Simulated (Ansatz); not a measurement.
## Si: geometry relaxation

- system: Si (Fd-3m, 2 atoms in the cell)
- method: DFT, r2SCAN, PAW with Ansatz's default frozen-core files, scalar-relativistic, no spin polarisation (Ansatz 0.2.0)

The structure was built on a prototype by a generator; it need not be a known phase. It belongs to a series of runs on one base structure; here: bulk cell relaxed. Figures and captions count atoms from 1; the log counts them from 0 in places.

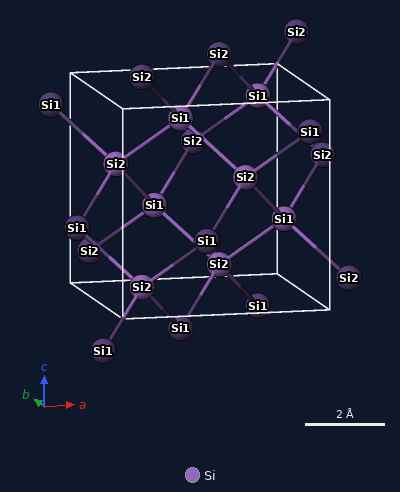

*The input geometry (ball-and-stick view of the cell 4 times as large as that of the calculation, set on its symmetry axes, seen slightly off an axis; neighbours outside the cell are drawn fainter; atoms are numbered from 1 in the order of the input).*

Near neighbours in the crystal (not all of them lie inside the picture): Si has 4 Si at 2.35 Å.

### The input
```yaml
crystal:
  lattice:
    - [0.0, 2.7157741474, 2.7157741474]
    - [2.7157741474, 0.0, 2.7157741474]
    - [2.7157741474, 2.7157741474, 0.0]
  atoms:
    - { symbol: Si, position: [-0.125, -0.125, -0.125] }
    - { symbol: Si, position: [0.125, 0.125, 0.125] }
kpoints:
  mp_grid: { grid: [11, 11, 11] }
scf:
  occupations: { method: fermi_dirac, width: 0.02 }
hamiltonian:
  xc: r2scan
  pseudopotentials: { kind: paw }
output:
  forces: true
  stress: true
relax:
  f_tol: 0.005
  max_steps: 40
  cell: {}
```

Machine: 2 threads of Arm Neoverse V1, 24 GiB of memory available, shared host.

Launch command:
```bash
ansatz run input.yaml --threads 2 --pin off --max-ram 4096MiB --backend cpu --events-out ev --progress --plain --runs-dir out
```

### The program's output
```
Engine: ansatz 0.2.0, aarch64-unknown-linux-gnu
Pseudopotentials: kind: paw
Pseudopotential: Si, paw, valence charge 4, recommended cutoff 500 eV (meta_gga), Si.paw.azcp
Functional definition: r2SCAN
  parameter k0 = 0.174
  parameter k1 = 0.065
  parameter a1 = 4.9479
  exchange = r2scan_x(k0 = k0, k1 = k1, a1 = a1)
  correlation = r2scan_c
Crystal: 2 atoms, lattice volume = 40.060 Å³
Basis set: ecut = 500 eV, 965 PW (Γ), exchange–correlation on 120×120×120 points (64 copies of the dense FFT grid, shifted against one another)
Bands: 8, of which v1, the nominal top of the filled ones, is band 4 counted from 1 (3 counted from 0)
Symmetry: 48 space group operations
Space group: Fd-3m (ITA 227), of the structure as read, at distance tolerance 3.4e-5 Å
k-points: 56 of 1331
Non-local potential: Si, projectors of the file, l = 0: 2, l = 1: 2, l = 2: 2
PAW form: soft (Blöchl's): semilocal exchange-correlation on the pseudo side does not see the compensation charge
PAW frozen core: Si, regenerated for the run's functional (the file was generated under x = pbe(κ = 0.804, μ = 0.2195149727645171), c = pbe(β = 0.06672455060314922))
PAW one-centre angular grid: Si, 302 points (default); XC on 160 Gauss nodes
Initial density: superposition of atomic densities (neutral atoms: chi_scale 0, normalization atom), corrected by the library's trained network
Initial wavefunctions: pseudopotential atomic-orbital guess
Functional: x = r2scan, c = r2scan; τ floored in thin density (d = 2e-4 eV/Å³)
SCF iter   1: F=—  HF=-1278.117098 eV  |F-HF|=—  |Δ(HF+E_count)|=         —  Δρ=3.14e-3  dr2=2.97e-3  dr2_τ=1.25e-2  ethr=1.77e-3  ⟨swp⟩=6.3  Hψ=4207  notcnv=0
preconditioner: auto → none  [insulator: Δε(μ)=0.753 eV  Ē_g=10.077 eV  σ=0.020 eV  W_gap=1.00  n_scr=8 (ndim 8)  ℏωp=16.6 eV  f_vac=0.000  D(μ)=0.00/eV (n_scr^D=0)  ε∞_Penn≈3.7]
SCF iter   2: F=—  HF=-1278.132574 eV  |F-HF|=—  |Δ(HF+E_count)|=   1.55e-2  Δρ=1.84e-3  dr2=9.11e-4  dr2_τ=4.78e-6  ethr=3.71e-5  ⟨swp⟩=2.1  Hψ=1351  notcnv=0
SCF iter   3: F=—  HF=-1278.132534 eV  |F-HF|=—  |Δ(HF+E_count)|=   3.98e-5  Δρ=2.38e-4  dr2=1.41e-5  dr2_τ=5.93e-7  ethr=1.14e-5  ⟨swp⟩=2.3  Hψ=600  notcnv=0
SCF iter   4: F=—  HF=-1278.132542 eV  |F-HF|=—  |Δ(HF+E_count)|=   7.32e-6  Δρ=4.68e-5  dr2=3.20e-7  dr2_τ=5.08e-9  ethr=1.76e-7  ⟨swp⟩=2.1  Hψ=673  notcnv=0
iter 5 did not close the SCF: its close was put off for the readings that it lacked (scf_convergence_deferred on its scf_iter line)
SCF iter   5: F=-1278.132542 eV  HF=-1278.132542 eV  |F-HF|=1.63e-8  |Δ(HF+E_count)|=   6.80e-7  Δρ=1.04e-5  dr2=2.24e-8  dr2_τ=2.02e-10  ethr=4.00e-9  ⟨swp⟩=2.0  Hψ=672  notcnv=0
SCF iter   6: F=-1278.132542 eV  HF=-1278.132542 eV  |F-HF|=1.50e-10  |Δ(HF+E_count)|=   1.84e-8  Δρ=1.10e-6  dr2=2.49e-10  dr2_τ=1.35e-12  ethr=2.80e-10  ⟨swp⟩=2.0  Hψ=1559  notcnv=0
SCF 1 converged in 6 iterations: F = -1278.132542 eV  dr2 = 2.49e-10
  greatest PAW one-centre occupation: 0.644 electrons in one spin orbital (limit 2), on the Si atom at site 1 (counted from 0), in its partial waves of l = 0
relax step   1: F+E_penalty+E_count = -1278.13254238 eV  Δ(F+E_penalty+E_count) = +0.000e0 eV  max|allowed force component| = 4.626e-18 eV/Å  Δτ_max = 0.0000 Å  P = +0.688 GPa  Ω = 40.060 Å³  (6 SCF iters, dr2 threshold 1.00e-7 eV, accepted)
Crystal: 2 atoms, lattice volume = 40.283 Å³
Initial density: handed on by an earlier stage of this run
Initial wavefunctions: those handed on with the density
iter 1 solved again at ethr=6.28e-7 eV; its pass at ethr=3.10e-3 eV (dr2=5.02e-5 eV) is discarded
SCF iter   1: F=—  HF=-1278.133013 eV  |F-HF|=—  |Δ(HF+E_count)|=         —  Δρ=2.95e-4  dr2=5.02e-5  dr2_τ=9.61e-6  ethr=6.28e-7  ⟨swp⟩=2.6  Hψ=3998  notcnv=0
automatic band count: iteration 1 solves 7 bands in place of 8: the levels show a gap, and the empty bands left out lie too high to hold charge; the band table lists the bands solved (type scf.n_extra_bands for more)
preconditioner: auto → none  [insulator: Δε(μ)=0.796 eV  Ē_g=9.251 eV  σ=0.020 eV  W_gap=1.00  n_scr=8 (ndim 8)  ℏωp=16.5 eV  f_vac=0.000  D(μ)=0.00/eV (n_scr^D=0)  ε∞_Penn≈4.2]
SCF iter   2: F=—  HF=-1278.133108 eV  |F-HF|=—  |Δ(HF+E_count)|=   9.44e-5  Δρ=1.52e-4  dr2=1.20e-5  dr2_τ=3.88e-8  ethr=6.28e-7  ⟨swp⟩=2.4  Hψ=621  notcnv=0
SCF iter   3: F=—  HF=-1278.133107 eV  |F-HF|=—  |Δ(HF+E_count)|=   6.92e-7  Δρ=2.10e-5  dr2=2.59e-7  dr2_τ=1.80e-9  ethr=1.50e-7  ⟨swp⟩=2.1  Hψ=615  notcnv=0
SCF iter   4: F=-1278.133107 eV  HF=-1278.133107 eV  |F-HF|=2.07e-9  |Δ(HF+E_count)|=   3.23e-8  Δρ=4.29e-6  dr2=7.79e-9  dr2_τ=9.32e-11  ethr=2.50e-9  ⟨swp⟩=4.0  Hψ=1233  notcnv=0
SCF 2 converged in 4 iterations: F = -1278.133107 eV  dr2 = 7.79e-9
  greatest PAW one-centre occupation: 0.643 electrons in one spin orbital (limit 2), on the Si atom at site 1 (counted from 0), in its partial waves of l = 0
relax step   2: F+E_penalty+E_count = -1278.13310689 eV  Δ(F+E_penalty+E_count) = -5.645e-4 eV  max|allowed force component| = 1.619e-17 eV/Å  Δτ_max = 0.0000 Å  P = +0.140 GPa  Ω = 40.283 Å³  energy of the carried Pulay correction = -1.102e-5 eV  (4 SCF iters, dr2 threshold 2.00e-7 eV, accepted)
Crystal: 2 atoms, lattice volume = 40.341 Å³
iter 1 solved again at ethr=4.45e-8 eV; its pass at ethr=3.10e-3 eV (dr2=3.56e-6 eV) is discarded
SCF iter   1: F=—  HF=-1278.133123 eV  |F-HF|=—  |Δ(HF+E_count)|=         —  Δρ=7.85e-5  dr2=3.56e-6  dr2_τ=6.26e-7  ethr=4.45e-8  ⟨swp⟩=2.5  Hψ=3972  notcnv=0
automatic band count: iteration 1 solves 7 bands in place of 8: the levels show a gap, and the empty bands left out lie too high to hold charge; the band table lists the bands solved (type scf.n_extra_bands for more)
preconditioner: auto → none  [insulator: Δε(μ)=0.799 eV  Ē_g=9.247 eV  σ=0.020 eV  W_gap=1.00  n_scr=8 (ndim 8)  ℏωp=16.5 eV  f_vac=0.000  D(μ)=0.00/eV (n_scr^D=0)  ε∞_Penn≈4.2]
SCF iter   2: F=—  HF=-1278.133129 eV  |F-HF|=—  |Δ(HF+E_count)|=   6.37e-6  Δρ=4.05e-5  dr2=8.44e-7  dr2_τ=2.75e-9  ethr=4.45e-8  ⟨swp⟩=2.4  Hψ=622  notcnv=0
SCF iter   3: F=-1278.133129 eV  HF=-1278.133129 eV  |F-HF|=3.44e-9  |Δ(HF+E_count)|=   3.02e-8  Δρ=5.39e-6  dr2=1.68e-8  dr2_τ=1.15e-10  ethr=6.09e-10  ⟨swp⟩=3.1  Hψ=1623  notcnv=0
SCF 3 converged in 3 iterations: F = -1278.133129 eV  dr2 = 1.68e-8
relax step   3: F+E_penalty+E_count = -1278.13312931 eV  Δ(F+E_penalty+E_count) = -2.242e-5 eV  max|allowed force component| = 5.782e-17 eV/Å  Δτ_max = 0.0000 Å  P = +0.002 GPa  Ω = 40.341 Å³  energy of the carried Pulay correction = -1.383e-5 eV  (3 SCF iters, dr2 threshold 4.88e-8 eV, accepted)
Initial wavefunctions: pseudopotential atomic-orbital guess (no wavefunctions were taken with the density)
iter 1 solved again at ethr=9.33e-8 eV; its pass at ethr=3.10e-3 eV (dr2=7.47e-6 eV) is discarded
SCF iter   1: F=—  HF=-1278.133143 eV  |F-HF|=—  |Δ(HF+E_count)|=         —  Δρ=5.89e-6  dr2=1.65e-8  dr2_τ=7.18e-10  ethr=9.33e-8  ⟨swp⟩=3.1  Hψ=5601  notcnv=0
preconditioner: auto → none  [insulator: Δε(μ)=0.799 eV  Ē_g=10.028 eV  σ=0.020 eV  W_gap=1.00  n_scr=8 (ndim 8)  ℏωp=16.5 eV  f_vac=0.000  D(μ)=0.00/eV (n_scr^D=0)  ε∞_Penn≈3.7]
SCF iter   2: F=—  HF=-1278.133143 eV  |F-HF|=—  |Δ(HF+E_count)|=   1.39e-7  Δρ=2.62e-6  dr2=2.68e-9  dr2_τ=2.92e-11  ethr=2.06e-10  ⟨swp⟩=2.5  Hψ=673  notcnv=0
SCF iter   3: F=-1278.133143 eV  HF=-1278.133143 eV  |F-HF|=3.07e-11  |Δ(HF+E_count)|=   1.04e-9  Δρ=1.92e-7  dr2=2.33e-12  dr2_τ=4.66e-13  ethr=1.00e-12  ⟨swp⟩=4.8  Hψ=2100  notcnv=0
SCF 4 converged in 3 iterations: F = -1278.133143 eV  dr2 = 2.33e-12
relax step   4: F+E_penalty+E_count = -1278.13314276 eV  Δ(F+E_penalty+E_count) = -1.345e-5 eV  max|allowed force component| = 4.163e-17 eV/Å  Δτ_max = 0.0000 Å  P = +0.001 GPa  Ω = 40.341 Å³  stress off target by 1.23e-3 GPa  SCF on the basis re-selected at this cell (its energy is not comparable with the rows above)  (3 SCF iters)
```

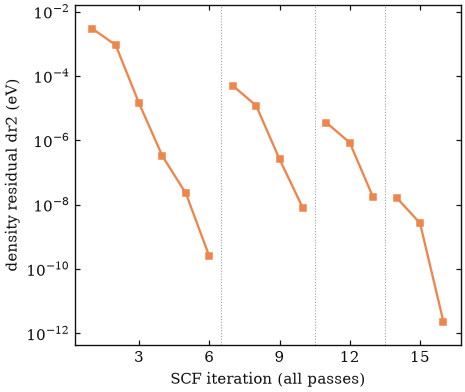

*Convergence of the self-consistent field: density residual dr2 against the SCF iteration. The dotted lines part the SCF passes of the relaxation: geometry steps, rejected trials and re-solves on a re-selected basis.*

The passes take 6, 4, 3 and 3 iterations.

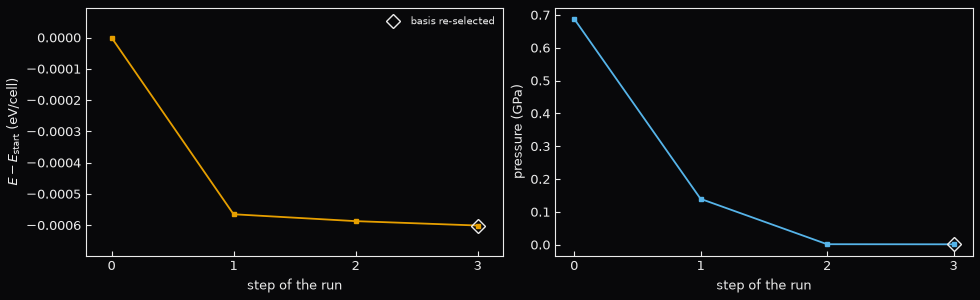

*Progress of the relaxation, step by step (the first geometry is step 0 here and step 1 in the log).*

No atom moves by more than 0.005 Å relative to the cell. After 2 geometry steps the energy has fallen by 0.6 meV per cell of the calculation. All forces vanish by symmetry, so only the cell relaxes. Pressure: 0.69 GPa at the start and 0.00 GPa at the end. A last SCF at the same geometry on a re-selected plane-wave basis shifts the energy by next to nothing (0.0 meV per cell of the calculation).

```
basis re-selected at this cell: Δ(F+E_penalty+E_count) = -1.345e-5 eV, ΔP = -0.000 GPa vs the last step (what re-selecting the basis moved, of the pressure what is left beyond the Pulay correction that the steps carried, after the strain that the cell walked since its last selection, with what the two solves' SCF thresholds leave and, on support functions, any second-order correction that the steps lacked; it is no measure of the basis error at this ecutwfc). This SCF's stress stands 1.23e-3 GPa from its target on what of the cell is left free (relax.cell.stress_tol is 5.00e-2 GPa) and its largest allowed force component is 4.16e-17 eV/Å (relax.f_tol is 5.00e-3 eV/Å): within both
SCF converged after 3 iterations
Free energy (F): -1278.133143 eV
Harris-Foulkes:  -1278.133143 eV  (|F-HF|=3.07e-11)
Internal energy: -1278.133143 eV  (E = F + TS)
E sigma→0 (E₀):  -1278.133143 eV
Fermi energy:    6.467121 eV
--- Per-component energies (eV) ---
  E_band       = 6.416092
  E_kinetic    = 80.803407
  E_local      = -53.780710  (includes V_loc(G=0)·N_el)
  E_nonlocal   = 49.997926
  E_hartree    = 14.986119
  E_xc         = -103.009662
  E_vxc        = -99.484248  (∫ρ·V_xc dr)
  E_paw        = -1039.012436  (= ΣΔE_a)
  E_vpaw       = -4.984858  (= ΣTr[D̂ρ^β])
  E_aug_tail   = 0.000009  (compensation charges beyond the density's cutoff)
  E_vtau       = 3.892322  (kinetic-family band-sum trace: ∫τ·v_τ [+ j·A + Jᵃ·Aᵃ] dr)
  E_ewald      = -227.964929
  E_core_change = -0.152866  (= ΣΔE_core)
  E_smearing   = -0.000000  (= −TS)
  E_closure    = -0.000000  (closes the sum)
  Σ components = -1278.133143   (vs F -1278.133143, Δ=0.00e0)
--- Forces (eV/Å), atoms counted from 1 ---
  atom   1  Si     0.00000000     0.00000000    -0.00000000
  atom   2  Si    -0.00000000     0.00000000     0.00000000
  max |Σ_I F_I| component: 3.70e-17 eV/Å
--- Stress (GPa, compression-positive) ---
        0.001231      -0.000000      -0.000000
        0.000000       0.001231      -0.000000
       -0.000000      -0.000000       0.001231
  P = ⅓ Tr σ = 0.0012 GPa (0.012 kbar)
--- Relaxed structure (3 steps of the walk, 3 accepted, 1 SCFs on fresh bases) ---
  F+E_penalty+E_count = -1278.13314276 eV   max|allowed force component| = 4.163e-17 eV/Å   (the final SCF, on the basis selected at the relaxed cell)
  cell:  # Å, volume = 40.3407 Å³
    - [6.751367943586657e-34, 2.7221022931315537, 2.7221022931315537]
    - [2.7221022931315537, -4.076297626316471e-34, 2.7221022931315537]
    - [2.7221022931315537, 2.7221022931315537, -4.71321913042842e-34]
  atoms:
    - { symbol: Si, position: [-0.125, -0.125, -0.125] }
    - { symbol: Si, position: [0.125, 0.125, 0.125] }
```

### Trajectory as extended XYZ (Å, eV, eV/Å), 4 frames, from step=1 to step=4
```
2
Lattice="0.0000 2.7158 2.7158 2.7158 0.0000 2.7158 2.7158 2.7158 0.0000" Properties=species:S:1:pos:R:3:forces:R:3 step=1 energy=-1278.13254 pressure_GPa=0.69
Si   -0.6789   -0.6789   -0.6789    0.0000   0.0000   0.0000
Si    0.6789    0.6789    0.6789    0.0000   0.0000   0.0000
2
Lattice="0.0000 2.7208 2.7208 2.7208 0.0000 2.7208 2.7208 2.7208 0.0000" Properties=species:S:1:pos:R:3:forces:R:3 step=2 energy=-1278.13311 pressure_GPa=0.14
Si   -0.6802   -0.6802   -0.6802    0.0000   0.0000   0.0000
Si    0.6802    0.6802    0.6802    0.0000   0.0000   0.0000
2
Lattice="0.0000 2.7221 2.7221 2.7221 0.0000 2.7221 2.7221 2.7221 0.0000" Properties=species:S:1:pos:R:3:forces:R:3 step=3 energy=-1278.13313 pressure_GPa=0.00
Si   -0.6805   -0.6805   -0.6805    0.0000   0.0000   0.0000
Si    0.6805    0.6805    0.6805    0.0000   0.0000   0.0000
2
Lattice="0.0000 2.7221 2.7221 2.7221 0.0000 2.7221 2.7221 2.7221 0.0000" Properties=species:S:1:pos:R:3:forces:R:3 step=4 energy=-1278.13314 pressure_GPa=0.00
Si   -0.6805   -0.6805   -0.6805    0.0000   0.0000   0.0000
Si    0.6805    0.6805    0.6805    0.0000   0.0000   0.0000
```

### Summary

```csv
quantity,value
outcome,converged
space group (tolerance 0.01 Å),Fd-3m (227)
electrons treated,8
free energy,−1278.1331 eV
Fermi energy,6.467 eV
pressure,0.00 GPa
final volume,40.34 Å³
largest force (length of the vector) at the end,under 0.001 eV/Å
final cell,"a = 3.850 Å, b = 3.850 Å, c = 3.850 Å, α = 60.00°, β = 60.00°, γ = 60.00°"
wall time,5.2 s (CPU time 9.8 s)
peak memory,0.42 GiB
```
